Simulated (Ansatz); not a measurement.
# Calculations on AlAs

### Vibrations

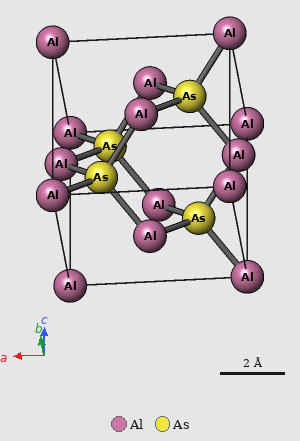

Phonons of a crystal of AlAs relaxed at 1 GPa, at the zone centre. The picture is a ball-and-stick view of the conventional cell (4 times the calculation's cell), seen from a free direction. Lengths and directions refer to the drawn axes.

These are results of DFT PBEsol, scalar-relativistic, plane waves, PAW in Ansatz 0.2.0, not measurements.

Input
```yaml
crystal:
  lattice:
    - [0.0, 2.8246631035, 2.8246631035]
    - [2.8246631035, 0.0, 2.8246631035]
    - [2.8246631035, 2.8246631035, 0.0]
  atoms:
    - { symbol: Al, position: [0.0, 0.0, 0.0] }
    - { symbol: As, position: [0.75, 0.75, 0.75] }
basis:
  ecutwfc: 420
kpoints:
  mp_grid: { grid: [8, 8, 8] }
hamiltonian:
  xc: pbesol
scf:
  occupations: { method: fixed }
output:
  eigenvalues: true
phonons:
  method: dfpt
  dielectric: true
  rigid_motions: translations
  eigenvectors: true
```

Command:
```bash
ansatz run input.yaml --threads 1 --pin off --max-ram 3072MiB --backend cpu --events-out ev --progress --plain --runs-dir out
```

Frequencies are those without the non-analytic (LO–TO) term.

Question: List the optical modes.

Answer: The calculation's cell holds 2 atoms, so there are 3 optical modes, in 1 level. The optical modes span T₂. No level is unstable.

```
level  symmetry  frequency (cm⁻¹)                    activity
    1        T₂               359  infrared- and Raman-active
```

The displacement patterns (one member of each degenerate set):

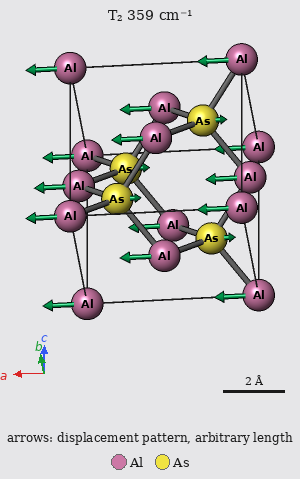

### One mode

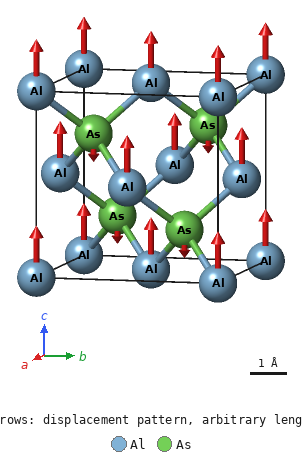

One vibrational mode of crystalline AlAs relaxed at 30 GPa at the zone centre. The red arrows give the relative displacements of the atoms. The picture is a ball-and-stick view of the conventional cell (4 times the calculation's cell), seen slightly off an axis. Lengths and directions refer to the drawn axes.

Method: DFT PBEsol, scalar-relativistic, plane waves, PAW (Ansatz 0.2.0).

The input:
```yaml
crystal:
  lattice:
    - [0.0, 2.6119405933, 2.6119405933]
    - [2.6119405933, 0.0, 2.6119405933]
    - [2.6119405933, 2.6119405933, 0.0]
  atoms:
    - { symbol: Al, position: [0.0, 0.0, 0.0] }
    - { symbol: As, position: [0.75, 0.75, 0.75] }
basis:
  ecutwfc: 420
kpoints:
  mp_grid: { grid: [10, 10, 10] }
hamiltonian:
  xc: pbesol
scf:
  occupations: { method: fixed }
output:
  eigenvalues: true
phonons:
  method: dfpt
  dielectric: true
  rigid_motions: translations
  eigenvectors: true
```

Run as
```bash
ansatz run input.yaml --threads 1 --pin off --max-ram 3072MiB --backend cpu --events-out ev --progress --plain --runs-dir out
```

Frequencies are those without the non-analytic (LO–TO) term.

Q: Give the symmetry, activity and frequency of this mode.

A: This is the T₂ mode (triply degenerate; one member of the set is drawn) at 467 cm⁻¹, the only optical level, infrared- and Raman-active by symmetry. The Al sublattice moves against the As sublattice, along c; the kinetic energy is shared as Al 74 %, As 26 %. Its infrared intensity is 14 (D/Å)²/amu for the set. The value is the transverse one; the longitudinal partner lies at 500 cm⁻¹.

### Softest mode

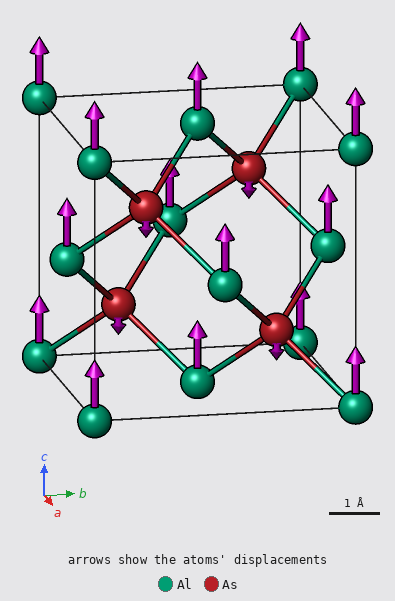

The lowest optical mode of solid AlAs relaxed at 16 GPa, space group F-43m (No. 216), at the zone centre. Displacements are drawn as purple arrows; their common scale and sign are arbitrary. A ball-and-stick model of the conventional cell (4 times the calculation's cell), seen slightly off an axis. Lengths and directions refer to the drawn axes.

Computed with Ansatz, DFT PBEsol, scalar-relativistic, plane waves, PAW.

Input file:
```yaml
crystal:
  lattice:
    - [0.0, 2.6910106959, 2.6910106959]
    - [2.6910106959, 0.0, 2.6910106959]
    - [2.6910106959, 2.6910106959, 0.0]
  atoms:
    - { symbol: Al, position: [0.0, 0.0, 0.0] }
    - { symbol: As, position: [0.75, 0.75, 0.75] }
basis:
  ecutwfc: 420
kpoints:
  mp_grid: { grid: [10, 10, 10] }
hamiltonian:
  xc: pbesol
scf:
  occupations: { method: fixed }
output:
  eigenvalues: true
phonons:
  method: dfpt
  dielectric: true
  rigid_motions: translations
  eigenvectors: true
```

Launched with:
```bash
ansatz run input.yaml --threads 1 --pin off --max-ram 3072MiB --backend cpu --events-out ev --progress --plain --runs-dir out
```

Frequencies are those without the non-analytic (LO–TO) term.

Question: Is this crystal at a minimum with respect to the drawn distortion?

Answer: Yes: this softest mode has a real frequency, and so have all others here. That speaks for this wave vector alone: the rest of the zone wasn't checked in this run. This is the T₂ mode (triply degenerate; one member of the set is drawn) at 423 cm⁻¹, the only optical level, infrared- and Raman-active by symmetry. The Al sublattice moves against the As sublattice, along c; the kinetic energy is shared as Al 74 %, As 26 %. Its infrared intensity is 15 (D/Å)²/amu for the set. The value is the transverse one; the longitudinal partner lies at 457 cm⁻¹.
